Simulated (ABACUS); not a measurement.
Single-point calculation, with input and output: Ti (part 1 of 2)

System: Ti (2 atoms in the cell).
Method: Kohn-Sham DFT of a periodic cell, PBEsol, PseudoDojo NC SR 0.4.1 PBEsol standard, no spin polarisation (ABACUS 3.10.1).

The structure derives from an entry of the Crystallography Open Database. It belongs to a series of runs on one base structure; here: atoms moved at random by about 0.05 A.

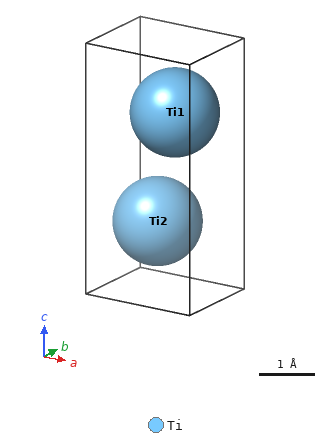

Figure 1. The input geometry (spheres-only view of the cell of the calculation, seen slightly off an axis; atoms are numbered from 1 in the order of the input). An atom can appear more than once, as a periodic image.

**The input**
```
INPUT_PARAMETERS
suffix              Ti
calculation         scf
basis_type          pw
pseudo_dir          ./
symmetry            1
dft_functional      pbesol
ecutwfc             84
pseudo_rcut         7
nspin               1
nbands              16
ks_solver           dav
smearing_method     fd
smearing_sigma      0.00367493
scf_thr             1e-08
scf_nmax            100
mixing_type         broyden
mixing_beta         0.7
cal_force           1
cal_stress          1
kpar                4
```

**File STRU**
```
ATOMIC_SPECIES
Ti 47.8670 Ti.upf

LATTICE_CONSTANT
1.8897261246

LATTICE_VECTORS
2.9500000000 0.0000000000 0.0000000000
-1.4750000000 2.5547749412 0.0000000000
0.0000000000 0.0000000000 4.6800000000

ATOMIC_POSITIONS
Direct

Ti
0.0
2
0.6861620000 0.3268800000 0.7484870000 1 1 1
0.3379730000 0.6729080000 0.2487300000 1 1 1
```

**File KPT**
```
K_POINTS
0
Gamma
10 10 6 0 0 0
```

Hardware: 4 threads of Intel Xeon (Granite Rapids), 32 GiB of memory available, shared host.

Launch command:
```bash
OMP_NUM_THREADS=1 mpirun -np 4 abacus > log
```

**Output**
```
ABACUS v3.10.1

               Atomic-orbital Based Ab-initio Computation at UStc

 ------------------------------------------------------------------------------------

 READING GENERAL INFORMATION
                           global_out_dir = OUT.Ti/
                           global_in_card = INPUT
                               pseudo_dir = ./
                              orbital_dir =
                                    DSIZE = 4
                                    GSIZE = 1

 READING UNITCELL INFORMATION
                                    ntype = 1
                  lattice constant (Bohr) = 1.88973
              lattice constant (Angstrom) = 1

 READING ATOM TYPE 1
                               atom label = Ti
                      L=0, number of zeta = 1
                      L=1, number of zeta = 1
                      L=2, number of zeta = 1
             number of atom for this type = 2

                        TOTAL ATOM NUMBER = 2
DIRECT COORDINATES
    atom                   x                   y                   z     mag                  vx                  vy                  vz
taud_Ti1            0.6861620000        0.3268800000        0.7484870000  0.0000        0.0000000000        0.0000000000        0.0000000000
taud_Ti2            0.3379730000        0.6729080000        0.2487300000  0.0000        0.0000000000        0.0000000000        0.0000000000

                          Volume (Bohr^3) = 238.022
                             Volume (A^3) = 35.2712

 Lattice vectors: (Cartesian coordinate: in unit of a_0)
                +2.95                  +0                  +0
               -1.475            +2.55477                  +0
                   +0                  +0               +4.68
 Reciprocal vectors: (Cartesian coordinate: in unit of 2 pi/a_0)
            +0.338983           +0.195712                  -0
                   -0           +0.391424                  -0
                   +0                  -0           +0.213675
 The esolver type has been set to : ksdft_pw

                PAO radial cut off (Bohr) = 7

 Read in pseudopotential file is Ti.upf
                     pseudopotential type = NC
          exchange-correlation functional = PBESOL
                 nonlocal core correction = 1
                        valence electrons = 12
                                     lmax = 2
                           number of zeta = 4
                     number of projectors = 6
                           L of projector = 0
                           L of projector = 0
                           L of projector = 1
                           L of projector = 1
                           L of projector = 2
                           L of projector = 2
     initial pseudo atomic orbital number = 20

 SETUP THE ELECTRONS NUMBER
            electron number of element Ti = 12
      total electron number of element Ti = 24
            AUTOSET number of electrons:  = 24
                           occupied bands = 12
                                   NBANDS = 16
                                   NLOCAL = 18

%%%%%%%%%%%%%%%%%%%%%%%%%%%%%%%%%%%%%%%%%%%%%%%%%%%%%%%%%%%%%%%%%%%%%%%%%%%%%%%%%%%%%%%%%%%%%%%%%%%%%%%%%%
 Warning: the number of valence electrons in pseudopotential > 4 for Ti: [Ar] 3d2 4s2
 Pseudopotentials with additional electrons can yield (more) accurate outcomes, but may be less efficient.
 If you're confident that your chosen pseudopotential is appropriate, you can safely ignore this warning.
%%%%%%%%%%%%%%%%%%%%%%%%%%%%%%%%%%%%%%%%%%%%%%%%%%%%%%%%%%%%%%%%%%%%%%%%%%%%%%%%%%%%%%%%%%%%%%%%%%%%%%%%%%

 SETUP THE PLANE WAVE BASIS
 energy cutoff for charge/potential (unit:Ry) = 336
            fft grid for charge/potential = [ 36, 36, 54 ]
                        fft grid division = [ 1, 1, 1 ]
        big fft grid for charge/potential = [ 36, 36, 54 ]
                                     nbxx = 69984
                                     nrxx = 69984

 SETUP PLANE WAVES FOR CHARGE/POTENTIAL
                    number of plane waves = 24711
                         number of sticks = 721

 PARALLEL PW FOR CHARGE/POTENTIAL
     PROC   COLUMNS(POT)             PW
        1            721          24711
 --------------- sum -------------------
        1            721          24711
                            number of |g| = 1218
                                  max |g| = 30.3915
                                  min |g| = 0

----------- Double Check Mixing Parameters Begin ------------
mixing_type: broyden
mixing_beta: 0.7
mixing_gg0: 1
mixing_gg0_min: 0.1
mixing_ndim: 8
----------- Double Check Mixing Parameters End ------------

 LATTICE VECTORS: (CARTESIAN COORDINATE: IN UNIT OF A0)
                +2.95                  +0                  +0
               -1.475            +2.55477                  +0
                   +0                  +0               +4.68
                       right hand lattice = 1
                                   NORM_A = 2.95
                                   NORM_B = 2.95
                                   NORM_C = 4.68
                           ALPHA (DEGREE) = 90
                           BETA  (DEGREE) = 90
                           GAMMA (DEGREE) = 120

 The lattice vectors have been changed (STRU_SIMPLE.cif)

(for optimal symmetric configuration:)
                             BRAVAIS TYPE = 4
                     BRAVAIS LATTICE NAME = 04. Hexagonal cell
                                    ibrav = 4
                                    IBRAV = 4
                                  BRAVAIS = HEXAGONAL CELL
                       LATTICE CONSTANT A = 2.95
                                C/A RATIO = 1.58644
Original cell was already a primitive cell.
                        ROTATION MATRICES = 24
              PURE POINT GROUP OPERATIONS = 1
                   SPACE GROUP OPERATIONS = 2
                              POINT GROUP = C_1
                                       C2 = 0
                                       C3 = 0
                                       C4 = 0
                                       C6 = 0
                                       S1 = 0
                                       S3 = 0
                                       S4 = 0
                                       S6 = 0
               POINT GROUP IN SPACE GROUP = S_2

 SETUP K-POINTS
                                    nspin = 1
                   Input type of k points = Monkhorst-Pack(Gamma)
                                   nkstot = 600
                       right hand lattice = 1
(for reciprocal lattice: )
                             BRAVAIS TYPE = 4
                     BRAVAIS LATTICE NAME = 04. Hexagonal cell
                                    ibrav = 4
                       right hand lattice = 1
(for k-lattice: )
                             BRAVAIS TYPE = 4
                     BRAVAIS LATTICE NAME = 04. Hexagonal cell
                                    ibrav = 4
                       right hand lattice = 1
                        ROTATION MATRICES = 24
                               nkstot_ibz = 304
K-POINTS REDUCTION ACCORDING TO SYMMETRY
     IBZ    DIRECT_X    DIRECT_Y    DIRECT_Z  WEIGHT  ibz2bz
       1  0.00000000  0.00000000  0.00000000  0.0017       0
       2  0.10000000  0.00000000  0.00000000  0.0033       1
       3  0.20000000  0.00000000  0.00000000  0.0033       2
       4  0.30000000  0.00000000  0.00000000  0.0033       3
       5  0.40000000  0.00000000  0.00000000  0.0033       4
       6  0.50000000  0.00000000  0.00000000  0.0017       5
       7  0.00000000  0.10000000  0.00000000  0.0033      10
       8  0.10000000  0.10000000  0.00000000  0.0033      11
       9  0.20000000  0.10000000  0.00000000  0.0033      12
      10  0.30000000  0.10000000  0.00000000  0.0033      13
      11  0.40000000  0.10000000  0.00000000  0.0033      14
      12  0.50000000  0.10000000  0.00000000  0.0033      15
      13  0.40000000 -0.10000000  0.00000000  0.0033      16
      14  0.30000000 -0.10000000  0.00000000  0.0033      17
      15  0.20000000 -0.10000000  0.00000000  0.0033      18
      16 -0.10000000  0.10000000  0.00000000  0.0033      19
      17  0.00000000  0.20000000  0.00000000  0.0033      20
      18  0.10000000  0.20000000  0.00000000  0.0033      21
      19  0.20000000  0.20000000  0.00000000  0.0033      22
      20  0.30000000  0.20000000  0.00000000  0.0033      23
      21  0.40000000  0.20000000  0.00000000  0.0033      24
      22  0.50000000  0.20000000  0.00000000  0.0033      25
      23  0.40000000 -0.20000000  0.00000000  0.0033      26
      24  0.30000000 -0.20000000  0.00000000  0.0033      27
      25 -0.20000000  0.20000000  0.00000000  0.0033      28
      26 -0.10000000  0.20000000  0.00000000  0.0033      29
      27  0.00000000  0.30000000  0.00000000  0.0033      30
      28  0.10000000  0.30000000  0.00000000  0.0033      31
      29  0.20000000  0.30000000  0.00000000  0.0033      32
      30  0.30000000  0.30000000  0.00000000  0.0033      33
[... 274 further k points ...]

                               nkstot now = 304
[... K-POINTS DIRECT COORDINATES: 304 rows ...]

           k-point number in this process = 76
       minimum distributed K point number = 76
[... stars of the k points ...]

[... K-POINTS CARTESIAN COORDINATES: 76 rows ...]

[... K-POINTS DIRECT COORDINATES: 76 rows ...]

 SETUP PLANE WAVES FOR WAVE FUNCTIONS
     energy cutoff for wavefunc (unit:Ry) = 84
              fft grid for wave functions = [ 36, 36, 54 ]
                    number of plane waves = 4355
                         number of sticks = 223

 PARALLEL PW FOR WAVE FUNCTIONS
     PROC   COLUMNS(POT)             PW
        1            223           4355
 --------------- sum -------------------
        1            223           4355

 SETUP NONLOCAL PSEUDOPOTENTIALS IN PLANE WAVE BASIS
 Ti non-local projectors:
 projector 1 L=0
 projector 2 L=0
 projector 3 L=1
 projector 4 L=1
 projector 5 L=2
 projector 6 L=2
      TOTAL NUMBER OF NONLOCAL PROJECTORS = 36

 Init Non-Local PseudoPotential table :
 Init Non-Local-Pseudopotential done.

                                     npwx = 3114

 Make real space PAO into reciprocal space.
       max mesh points in Pseudopotential = 701
     dq(describe PAO in reciprocal space) = 0.01
                                    max q = 1104

 number of pseudo atomic orbitals for Ti is 4
WARNING: norm of atomic wavefunction # 3 of atomic type Ti is 0.999523, renormalized
WARNING: norm of atomic wavefunction # 4 of atomic type Ti is 0.990928, renormalized

 -------------------------------------------
 SELF-CONSISTENT
 -------------------------------------------
                                 init_chg = atomic

 PW ALGORITHM --------------- ION=   1  ELEC=   1--------------------------------
 Notice: Threshold on eigenvalues was too large.
 hsover_error=0.24 > DRHO=0.127065
 Origin diag ethr = 0.01
 New diag ethr = 0.000529437

 Density error is 0.127061952805
                          Error Threshold = 0.000529436554377
----------------------------------------------------------
     Energy           Rydberg                 eV
----------------------------------------------------------
 E_KohnSham     -237.1583097791      -3226.7043410452
 E_Harris       -241.1450744950      -3280.9470577664
 E_Fermi        1.0036888122         13.6558868641
----------------------------------------------------------

 PW ALGORITHM --------------- ION=   1  ELEC=   2--------------------------------

 Density error is 0.0314521047697
                          Error Threshold = 0.000529424803353
----------------------------------------------------------
     Energy           Rydberg                 eV
----------------------------------------------------------
 E_KohnSham     -237.1934878613      -3227.1829634073
 E_Harris       -235.2286784475      -3200.4503598952
 E_Fermi        0.9351173032         12.7229236216
```
